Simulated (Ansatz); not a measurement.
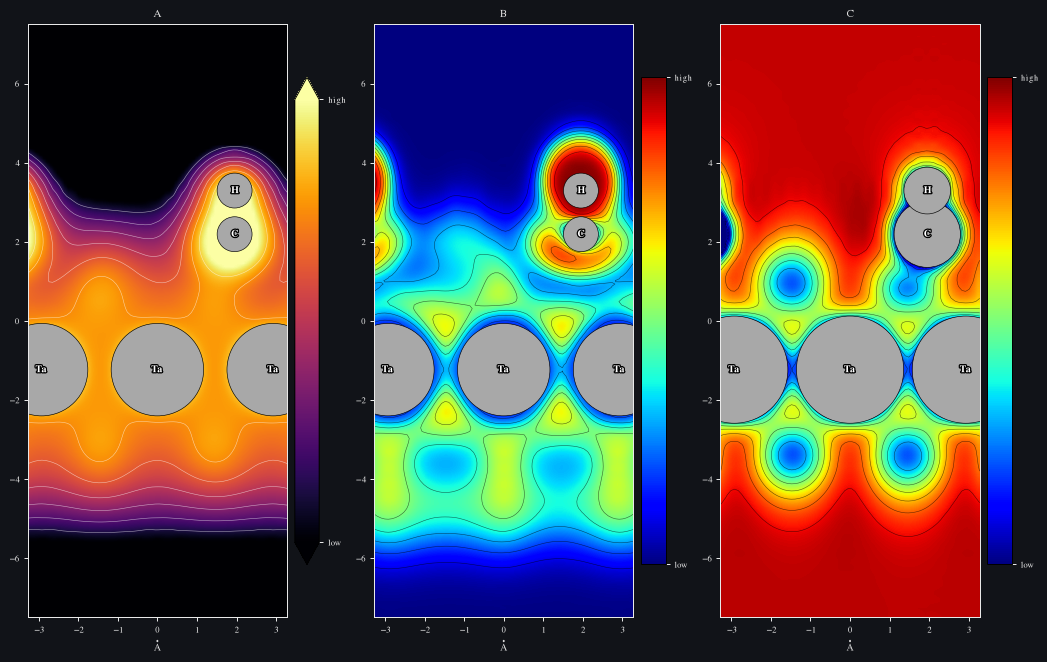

Ta12HC (slab): 3 fields on the (010) plane of the calculation cell, a cut from vacuum to vacuum, with unlabelled colour scales. Grey discs cover the atomic cores.

A point of a scan over the structure, not its minimum; not relaxed (largest force 0.7 eV/Å); PAW files of the earlier set (soft_1); the program warned that a starting moment wasn't kept; spin-polarised, but the moments vanished.

All numbers below come from DFT LDA, scalar-relativistic, plane waves, PAW in Ansatz 0.2.0.

### The panels show electron localisation function, electrostatic potential energy of an electron and valence pseudo-density in some order. Assign them.

Panel A: valence pseudo-density. Panel B: electron localisation function. Panel C: electrostatic potential energy of an electron (low next to the atoms, rising into the space between them). From the grid: Ta–Ta (2.93 Å): ρ is about 0.28 e/Å³ halfway; the ELF is about 0.30 at the midpoint.
